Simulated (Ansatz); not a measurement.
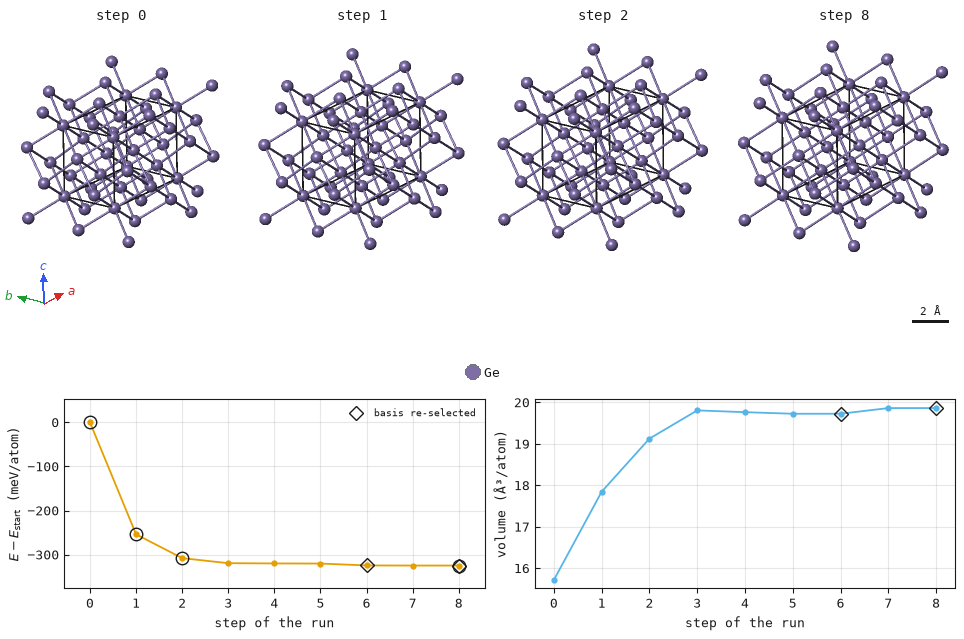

Frames of a relaxation of crystalline Ge (a generated structure, set up in C2/m) (coarse preliminary run), marked on the history of the run. The picture is a ball-and-stick view of the conventional cell (2 times the calculation's cell), seen from a free direction. Lengths and directions refer to the drawn axes.

Method: DFT PBE, scalar-relativistic, plane waves, PAW in Ansatz 0.2.0. Settings: plane-wave cutoff 420 eV; k-point mesh 6 × 6 × 4; occupations gaussian; smearing width 0.1 eV; no spin polarisation; cell and atoms relaxed; force threshold 0.04 eV/Å; at most 70 steps.

What happens along the run?

Over 6 accepted moves (8 points after the start) the energy falls by 325 meV per atom. The largest force component goes from 0.64 to 0.0015 eV/Å. The pressure goes from 29.05 to −0.03 GPa. At 2 points the geometry stayed and the basis and grid were re-selected for the new cell (energy shift of 4.3 meV per atom at most each time). The largest moves relative to the cell, 0.13 Å, are those of Ge atoms. The drawn cell changes as follows: a 6.216 → 6.632 Å (+6.7 %), b 3.502 → 3.812 Å (+8.9 %), c 4.335 → 4.714 Å (+8.8 %), β 91.7° → 90.0°; the volume changes by +26.4 %. Some distances before and after: Ge–Ge 2.436 → 2.712 Å, Ge–Ge 2.477 → 2.706 Å, Ge–Ge 2.498 → 2.706 Å, Ge–Ge 2.810 → 2.713 Å. Bond angles that change, for instance: Ge–Ge–Ge 171.4° → 180.0°, Ge–Ge–Ge 84.2° → 89.8°, Ge–Ge–Ge 95.5° → 90.2°. The space group stays C2/m (No. 12). The run took 60 s on 1 thread of AMD EPYC (Zen 3), on a shared host, peak memory 0.38 GiB. From step 0 to 1: Ge atoms move most (0.02 Å), volume +13.5 %, energy −254 meV per atom. From step 1 to 2: Ge atoms move most (0.03 Å), volume +7.2 %, energy −54.0 meV per atom. From step 2 to 8: Ge atoms move most (0.09 Å), volume +3.9 %, energy −16.8 meV per atom.

```tsv
step	E − E(0), meV/atom	largest force component, eV/Å	pressure, GPa	volume, Å³/atom	note
0	0.00	0.6441	29.05	15.721	
1	-253.81	0.2480	9.81	17.847	
2	-307.78	0.1446	2.81	19.128	
3	-319.22	0.0063	-0.34	19.809	
4	-319.79	0.0068	-0.15	19.766	
5	-320.05	0.0031	-0.01	19.728	
6	-324.32	0.0031	0.47	19.728	same geometry, new basis
7	-324.58	0.0015	-0.03	19.865	
8	-324.60	0.0015	-0.03	19.865	same geometry, new basis
```
